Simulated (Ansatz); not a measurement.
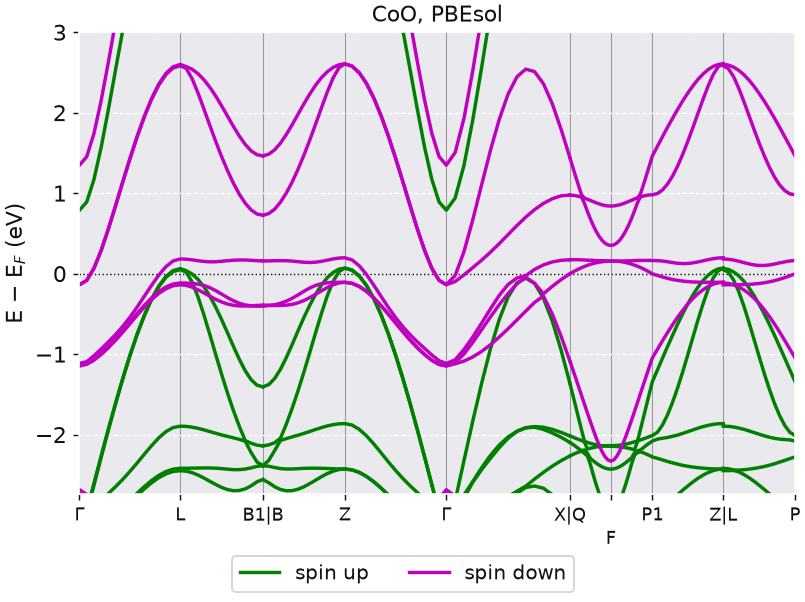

Write a caption that states what the plot shows.

Band structure of CoO, space group R-3m, 2 atoms in the primitive cell (a = 3.011 Å, c = 7.320 Å (hexagonal axes)). Computed with Ansatz: PBEsol, Ansatz PAW, collinear spin, ferromagnetic start, no spin-orbit coupling, 11×11×11 k mesh, 420 eV cutoff, Fermi-Dirac smearing of 0.05 eV. Energies are counted from the Fermi level.

A metal: bands cross the Fermi level along this path. At Γ the nearest levels lie 0.14 eV below and 0.79 eV above the Fermi level.

The run ends ferromagnetic, with 2.94 μB a cell. A cell with one magnetic atom can't hold antiferromagnetic order, which such compounds often take. Semilocal functionals often make such compounds metallic where correlation or magnetic order opens a gap, which also shifts bond lengths. The PAW data sets were made with another functional. The cell is at −9 GPa in this functional. The cell is a database's computed one. Bands are joined in order of energy, so crossings between the computed points show as kinks or gaps. In reduced coordinates of the cell that was run, L is (0.5, 0, 0), B1 is (0.5, 0.251, −0.251), B is (0.749, 0.5, 0.251), Z is (0.5, 0.5, 0.5), X is (0.376, 0, −0.376), Q is (0.624, 0.376, 0), F is (0.5, 0.5, 0), P1 is (0.624, 0.624, 0.251) and P is (0.749, 0.376, 0.376).
